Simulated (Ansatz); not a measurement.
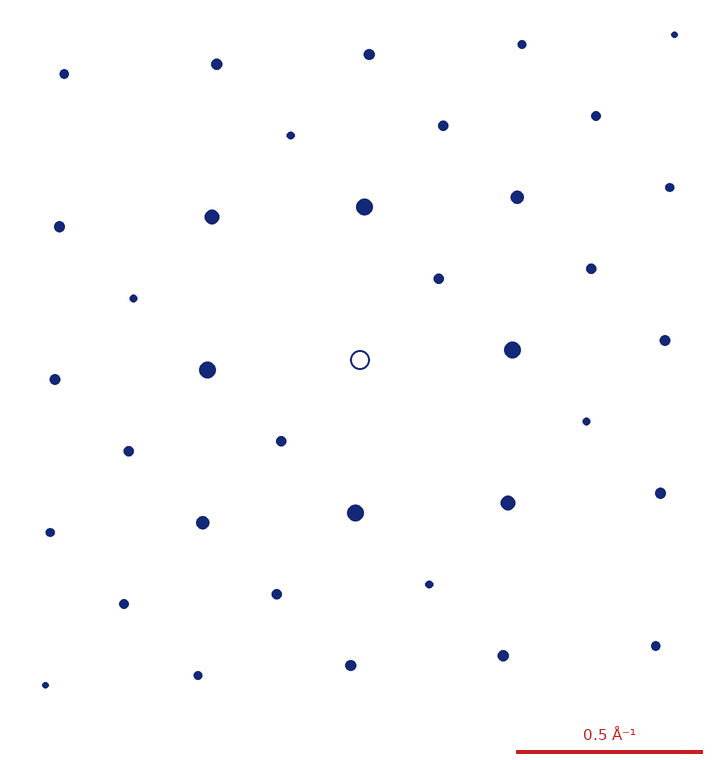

Simulated selected-area electron diffraction pattern (200 kV, kinematic approximation, thin crystal, B = 0.8 Å² for all atoms).

Q: What net do the spots form, and what spacings does it show?

A: The spots form a rectangular net whose two shortest vectors correspond to d = 3.60 Å and 3.27 Å, 90.0° apart.

Q: What is the point symmetry of the pattern, intensities included?

A: 2mm. A zero-layer kinematic pattern is always centrosymmetric (Friedel's law).

Q: Which crystal and zone produced it?

A: This cannot be fixed from one zone alone; the pattern is [100] of Ir, space group Cmcm (No. 63), a = 2.681 Å, b = 6.549 Å, c = 3.601 Å. The net vectors are 0 0 1 (itself extinct) and 0 2 0. Structure: coordinates from a relaxation with Ansatz, DFT, PBE, plane waves (420 eV) with PAW, scalar-relativistic; the starting structure was generated, so it need not be a known form of this composition.
